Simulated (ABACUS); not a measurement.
# MoS₂: band-structure run (part 1 of 2)

The run: band-structure run of MoS₂ (6 atoms in the cell). Method and program: Kohn-Sham DFT of a periodic cell, r2SCAN, SG15 ONCV 1.2 PBE, no spin polarisation (ABACUS 3.10.1).

The structure derives from a Materials Project entry. It belongs to a series of runs on one base structure; here: bands on the converged density.

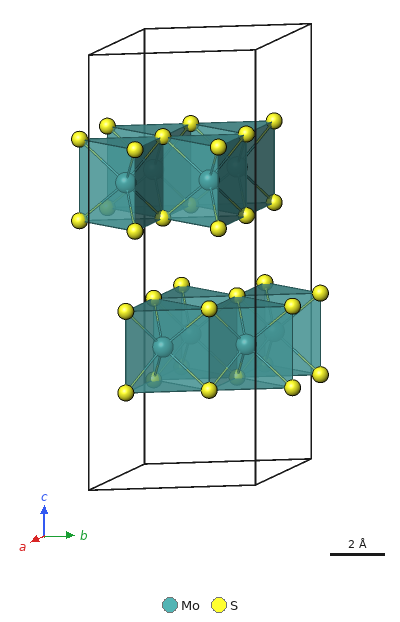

*The structure (polyhedral view of the 2 × 2 repeat of the cell, with the vacuum cut short, seen slightly off an axis; polyhedra are completed across the faces of the cell). An atom can appear more than once, as a periodic image.*

## Results in brief

- outcome: converged
- space group (tolerance 0.01 Å): P-3m1 (164)
- electrons treated: 52
- gap on the band path: 1.34 eV
- hardware: 4 threads of Intel Xeon (Sapphire Rapids), 32 GiB of memory available, shared host
- wall time: 9.4 min (CPU time 38 min)
- peak memory: 1.9 GiB

## Input
```
INPUT_PARAMETERS
suffix              MoS2
calculation         nscf
basis_type          pw
pseudo_dir          ./
symmetry            -1
dft_functional      MGGA_X_R2SCAN+MGGA_C_R2SCAN
ecutwfc             94.0
pseudo_rcut         7
nspin               1
nbands              38
ks_solver           dav
smearing_method     fd
smearing_sigma      0.00367493
scf_thr             1e-08
scf_nmax            100
mixing_type         broyden
mixing_beta         0.7
mixing_tau          1
init_chg            file
pw_diag_thr         1e-07
out_band            1
kpar                4
```

## File STRU
```
ATOMIC_SPECIES
Mo 95.9500 Mo_ONCV_PBE-1.2.upf
S 32.0600 S_ONCV_PBE-1.2.upf

LATTICE_CONSTANT
1.8897261246

LATTICE_VECTORS
3.1845414600 0.0000000000 0.0000000000
-1.5922707300 2.7578938038 0.0000000000
0.0000000000 0.0000000000 21.6705347200

ATOMIC_POSITIONS
Direct

Mo
0.0
2
0.3333333333 0.6666666667 0.8511602300 1 1 1
0.6666666667 0.3333333333 0.1488397700 1 1 1

S
0.0
4
0.6666666667 0.3333333333 0.7796253900 1 1 1
0.3333333333 0.6666666667 0.2203746100 1 1 1
0.3333333333 0.6666666667 0.0772510000 1 1 1
0.6666666667 0.3333333333 0.9227490000 1 1 1
```

## File KPT
```
K_POINTS
12
Line
0.00000000 0.00000000 0.00000000 6 // G
0.50000000 0.00000000 0.00000000 6 // M
0.33333333 0.33333333 0.00000000 6 // K
0.00000000 0.00000000 0.00000000 6 // G
0.00000000 0.00000000 0.50000000 6 // A
0.50000000 0.00000000 0.50000000 6 // L
0.33333333 0.33333333 0.50000000 6 // H
0.00000000 0.00000000 0.50000000 1 // A
0.50000000 0.00000000 0.50000000 6 // L
0.50000000 0.00000000 0.00000000 1 // M
0.33333333 0.33333333 0.00000000 6 // K
0.33333333 0.33333333 0.50000000 1 // H
```

Command:
```bash
OMP_NUM_THREADS=1 mpirun -np 4 abacus > log
```

## What the program printed
```
ABACUS v3.10.1

               Atomic-orbital Based Ab-initio Computation at UStc

 ------------------------------------------------------------------------------------

 READING GENERAL INFORMATION
                           global_out_dir = OUT.MoS2/
                           global_in_card = INPUT
                               pseudo_dir = ./
                              orbital_dir =
                                    DSIZE = 4
                                    GSIZE = 1

 READING UNITCELL INFORMATION
                                    ntype = 2
                  lattice constant (Bohr) = 1.88973
              lattice constant (Angstrom) = 1

 READING ATOM TYPE 1
                               atom label = Mo
                      L=0, number of zeta = 1
                      L=1, number of zeta = 1
                      L=2, number of zeta = 1
             number of atom for this type = 2

 READING ATOM TYPE 2
                               atom label = S
                      L=0, number of zeta = 1
                      L=1, number of zeta = 1
                      L=2, number of zeta = 1
             number of atom for this type = 4

                        TOTAL ATOM NUMBER = 6
DIRECT COORDINATES
    atom                   x                   y                   z     mag                  vx                  vy                  vz
taud_Mo1            0.3333333333        0.6666666667        0.8511602300  0.0000        0.0000000000        0.0000000000        0.0000000000
taud_Mo2            0.6666666667        0.3333333333        0.1488397700  0.0000        0.0000000000        0.0000000000        0.0000000000
taud_S1            0.6666666667        0.3333333333        0.7796253900  0.0000        0.0000000000        0.0000000000        0.0000000000
taud_S2            0.3333333333        0.6666666667        0.2203746100  0.0000        0.0000000000        0.0000000000        0.0000000000
taud_S3            0.3333333333        0.6666666667        0.0772510000  0.0000        0.0000000000        0.0000000000        0.0000000000
taud_S4            0.6666666667        0.3333333333        0.9227490000  0.0000        0.0000000000        0.0000000000        0.0000000000

                          Volume (Bohr^3) = 1284.37
                             Volume (A^3) = 190.324

 Lattice vectors: (Cartesian coordinate: in unit of a_0)
             +3.18454                  +0                  +0
             -1.59227            +2.75789                  +0
                   +0                  +0            +21.6705
 Reciprocal vectors: (Cartesian coordinate: in unit of 2 pi/a_0)
            +0.314017           +0.181298                  -0
                   -0           +0.362596                  -0
                   +0                  -0          +0.0461456
 The esolver type has been set to : ksdft_pw

                PAO radial cut off (Bohr) = 7

 Read in pseudopotential file is Mo_ONCV_PBE-1.2.upf
                     pseudopotential type = NC
          exchange-correlation functional = PBE
                 nonlocal core correction = 0
                        valence electrons = 14
                                     lmax = 2
                           number of zeta = 0
                     number of projectors = 6
                           L of projector = 0
                           L of projector = 0
                           L of projector = 1
                           L of projector = 1
                           L of projector = 2
                           L of projector = 2
 XC functional updated to : MGGA_X_R2SCAN+MGGA_C_R2SCAN
          exchange-correlation functional = MGGA_X_R2SCAN+MGGA_C_R2SCAN
                PAO radial cut off (Bohr) = 7

 Read in pseudopotential file is S_ONCV_PBE-1.2.upf
                     pseudopotential type = NC
          exchange-correlation functional = PBE
                 nonlocal core correction = 0
                        valence electrons = 6
                                     lmax = 1
                           number of zeta = 0
                     number of projectors = 4
                           L of projector = 0
                           L of projector = 0
                           L of projector = 1
                           L of projector = 1
 XC functional updated to : MGGA_X_R2SCAN+MGGA_C_R2SCAN
          exchange-correlation functional = MGGA_X_R2SCAN+MGGA_C_R2SCAN
     initial pseudo atomic orbital number = 0

 SETUP THE ELECTRONS NUMBER
            electron number of element Mo = 14
      total electron number of element Mo = 28
             electron number of element S = 6
       total electron number of element S = 24
            AUTOSET number of electrons:  = 52
                           occupied bands = 26
                                   NBANDS = 38
                                   NLOCAL = 54

%%%%%%%%%%%%%%%%%%%%%%%%%%%%%%%%%%%%%%%%%%%%%%%%%%%%%%%%%%%%%%%%%%%%%%%%%%%%%%%%%%%%%%%%%%%%%%%%%%%%%%%%%%
 Warning: the number of valence electrons in pseudopotential > 6 for Mo: [Kr] 4d5 5s1
 Pseudopotentials with additional electrons can yield (more) accurate outcomes, but may be less efficient.
 If you're confident that your chosen pseudopotential is appropriate, you can safely ignore this warning.
%%%%%%%%%%%%%%%%%%%%%%%%%%%%%%%%%%%%%%%%%%%%%%%%%%%%%%%%%%%%%%%%%%%%%%%%%%%%%%%%%%%%%%%%%%%%%%%%%%%%%%%%%%

 SETUP THE PLANE WAVE BASIS
 energy cutoff for charge/potential (unit:Ry) = 376
            fft grid for charge/potential = [ 40, 40, 256 ]
                        fft grid division = [ 1, 1, 1 ]
        big fft grid for charge/potential = [ 40, 40, 256 ]
                                     nbxx = 409600
                                     nrxx = 409600

 SETUP PLANE WAVES FOR CHARGE/POTENTIAL
                    number of plane waves = 158095
                         number of sticks = 931

 PARALLEL PW FOR CHARGE/POTENTIAL
     PROC   COLUMNS(POT)             PW
        1            931         158095
 --------------- sum -------------------
        1            931         158095
                            number of |g| = 7344
                                  max |g| = 34.0045
                                  min |g| = 0

----------- Double Check Mixing Parameters Begin ------------
mixing_type: broyden
mixing_beta: 0.7
mixing_gg0: 1
mixing_gg0_min: 0.1
mixing_ndim: 8
----------- Double Check Mixing Parameters End ------------

 SETUP K-POINTS
                                    nspin = 1
                                   nkstot = 57
K-POINTS DIRECT COORDINATES
 KPOINTS    DIRECT_X    DIRECT_Y    DIRECT_Z  WEIGHT
       1  0.00000000  0.00000000  0.00000000  1.0000
       2  0.08333333  0.00000000  0.00000000  1.0000
       3  0.16666667  0.00000000  0.00000000  1.0000
       4  0.25000000  0.00000000  0.00000000  1.0000
       5  0.33333333  0.00000000  0.00000000  1.0000
       6  0.41666667  0.00000000  0.00000000  1.0000
       7  0.50000000  0.00000000  0.00000000  1.0000
       8  0.47222222  0.05555555  0.00000000  1.0000
       9  0.44444444  0.11111111  0.00000000  1.0000
      10  0.41666666  0.16666666  0.00000000  1.0000
      11  0.38888889  0.22222222  0.00000000  1.0000
      12  0.36111111  0.27777778  0.00000000  1.0000
      13  0.33333333  0.33333333  0.00000000  1.0000
      14  0.27777778  0.27777778  0.00000000  1.0000
      15  0.22222222  0.22222222  0.00000000  1.0000
      16  0.16666666  0.16666666  0.00000000  1.0000
      17  0.11111111  0.11111111  0.00000000  1.0000
      18  0.05555555  0.05555555  0.00000000  1.0000
      19  0.00000000  0.00000000  0.00000000  1.0000
      20  0.00000000  0.00000000  0.08333333  1.0000
      21  0.00000000  0.00000000  0.16666667  1.0000
      22  0.00000000  0.00000000  0.25000000  1.0000
      23  0.00000000  0.00000000  0.33333333  1.0000
      24  0.00000000  0.00000000  0.41666667  1.0000
      25  0.00000000  0.00000000  0.50000000  1.0000
      26  0.08333333  0.00000000  0.50000000  1.0000
      27  0.16666667  0.00000000  0.50000000  1.0000
      28  0.25000000  0.00000000  0.50000000  1.0000
      29  0.33333333  0.00000000  0.50000000  1.0000
      30  0.41666667  0.00000000  0.50000000  1.0000
[... 27 further k points ...]

           k-point number in this process = 15
       minimum distributed K point number = 14

[... K-POINTS CARTESIAN COORDINATES: 15 rows ...]

[... K-POINTS DIRECT COORDINATES: 15 rows ...]

 SETUP PLANE WAVES FOR WAVE FUNCTIONS
     energy cutoff for wavefunc (unit:Ry) = 94
              fft grid for wave functions = [ 40, 40, 256 ]
                    number of plane waves = 24219
                         number of sticks = 265

 PARALLEL PW FOR WAVE FUNCTIONS
     PROC   COLUMNS(POT)             PW
        1            265          24219
 --------------- sum -------------------
        1            265          24219

 SETUP NONLOCAL PSEUDOPOTENTIALS IN PLANE WAVE BASIS
 Mo non-local projectors:
 projector 1 L=0
 projector 2 L=0
 projector 3 L=1
 projector 4 L=1
 projector 5 L=2
 projector 6 L=2
 S non-local projectors:
 projector 1 L=0
 projector 2 L=0
 projector 3 L=1
 projector 4 L=1
      TOTAL NUMBER OF NONLOCAL PROJECTORS = 68

 Init Non-Local PseudoPotential table :
 Init Non-Local-Pseudopotential done.

                                     npwx = 19843

 -------------------------------------------
 NONSELF-CONSISTENT
 -------------------------------------------

                                 init_chg = file
 try to read charge from file
 Read in the charge density: OUT.MoS2//MoS2-CHARGE-DENSITY.restart
 try to read kinetic energy density from file
 Read in the kinetic energy density: OUT.MoS2//MoS2-TAU-DENSITY.restart

 PW ALGORITHM --------------- ION=   1  ELEC=   1--------------------------------
```
